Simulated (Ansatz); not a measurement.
Ca: space group Cmcm (No. 63), a = 3.943 Å, b = 6.791 Å, c = 6.509 Å, α = 90.00°, β = 90.00°, γ = 90.00°. The structure is a calculation's input; it may be strained or unrelaxed. Forms under 0.4 % of the area are left out.

> Which faces does the BFDH rule predict for this crystal?

The forms computed, by share of the surface:

```csv
form,faces,d (Å),share of area (%)
{110},4,3.410,27.0
{111},8,3.020,26.3
{002},2,3.255,20.3
{020},2,3.395,13.3
{021},4,3.010,13.0
```

The crystal is roughly equant (blocky). Widths along a, b and c stand as 1.00 : 0.87 : 0.91.

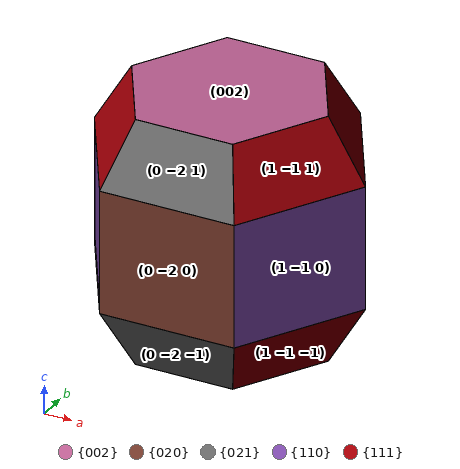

The computed shape, faces indexed. The rule is geometric and ignores bonding and growth conditions.
